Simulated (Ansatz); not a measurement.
Consider K.

The calculation's input:

```
crystal:
  lattice:
    - [8.6487006514, 0.0, 0.0]
    - [0.0, 8.6487006514, 0.0]
    - [0.0, 0.0, 8.6487006514]
  atoms:
    - { symbol: K, position: [0.0, 1.0, 1.0] }
    - { symbol: K, position: [0.5, 0.5, 0.5] }
    - { symbol: K, position: [0.25, 0.0, 0.5] }
    - { symbol: K, position: [0.75, 0.0, 0.5] }
    - { symbol: K, position: [0.5, 0.25, 0.0] }
    - { symbol: K, position: [0.5, 0.75, 0.0] }
    - { symbol: K, position: [1.0, 0.5, 0.25] }
    - { symbol: K, position: [1.0, 0.5, 0.75] }
hamiltonian:
  xc: revpbe
  pseudopotentials:
    kind: paw
    azcp:
      K: "pseudopotentials/K.paw.azcp"
basis:
  ecutwfc: 420
  fft_grid_basis: typed
kpoints:
  mp_grid: { grid: [4, 4, 4], shift: [0, 0, 0] }
magnetization:
  spin_polarized: false
scf:
  occupations: { method: fermi_dirac, width: 0.1 }
output:
  write_density: true
  write_potential: true
  elf: true
  volumetric_format: npy
```

Command:

```sh
ansatz run input.yaml --threads 4 --pin off --max-ram 8192MiB --backend cpu --events-out ev --progress --plain --runs-dir out
```

Below, planes, directions and counts refer to the conventional cell (a = 8.65 Å, b = 8.65 Å, c = 8.65 Å, α = 90.00°, β = 90.00°, γ = 90.00°).

Space group Pm-3n; set up as K, A15; a generated structure, not necessarily the stable one.

All numbers below come from Ansatz 0.2.0, DFT, revPBE, plane waves (420 eV) with PAW, scalar-relativistic.

What will maps of the valence pseudo-density and electron localisation function show?

K–K (4.32 Å): ρ at the midpoint is about 0.02 e/Å³; the ELF is about 0.15 at the midpoint: no shared electron pair shows on this line.

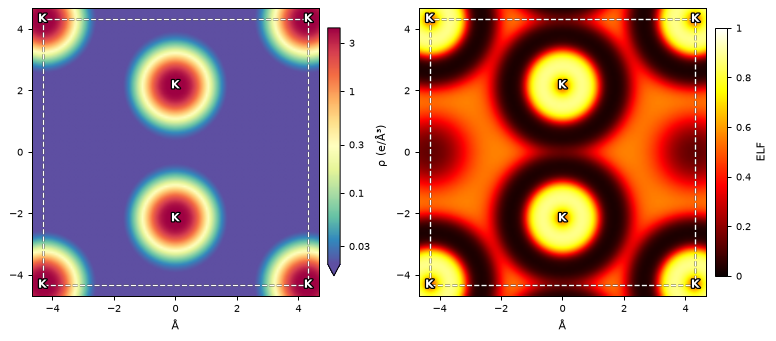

Computed valence pseudo-density and electron localisation function on the (001) plane of the conventional cell, in this order. 
